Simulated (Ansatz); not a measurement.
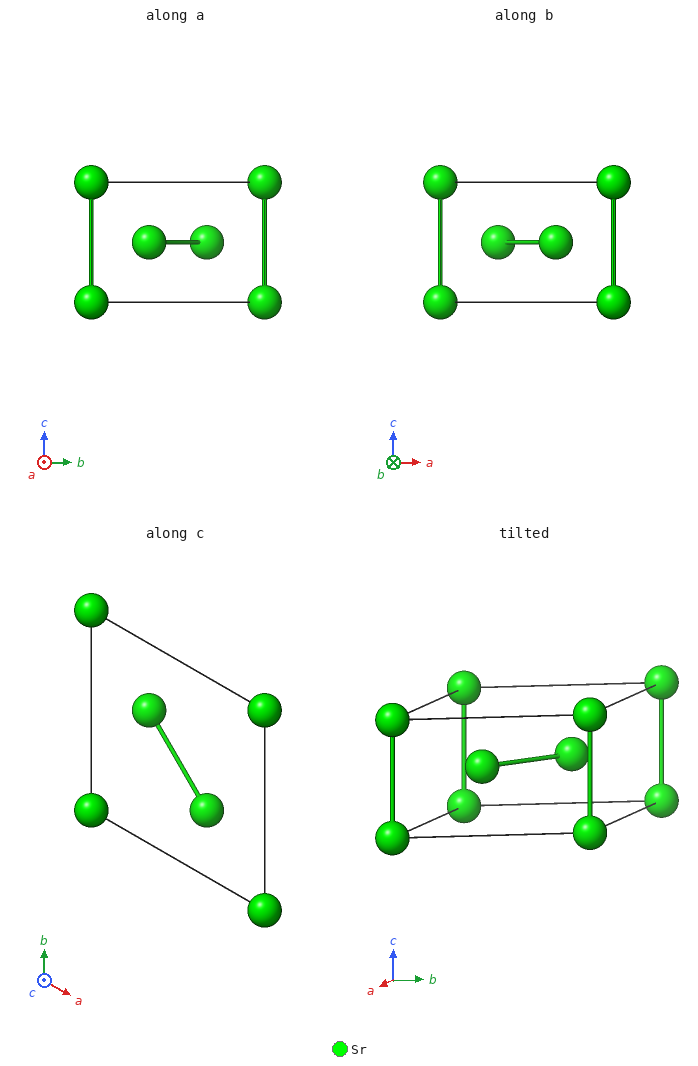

We look at a ball-and-stick model of the crystal along the a axis, along the b axis, along the c axis and slightly off an axis. The edges of the conventional unit cell are marked.

Lattice parameters: a = 7.167 Å, b = 7.167 Å, c = 4.296 Å, α = 90.00°, β = 90.00°, γ = 120.00°. Put a along x and b in the xy plane.

> Set out the cell and atoms as a POSCAR file.

```
Sr
1.0
     7.167    0.000    0.000
    -3.583    6.207    0.000
     0.000    0.000    4.296
Sr
3
Direct
  0.0000 0.0000 0.0000
  0.3333 0.6667 0.5000
  0.6667 0.3333 0.5000
```

Provenance: a structure type filled with this element by a generator (whether the element takes this form wasn't checked). Earlier steps of the study may have refined or changed the cell and positions. Ansatz was used for an electronic-structure calculation on it.
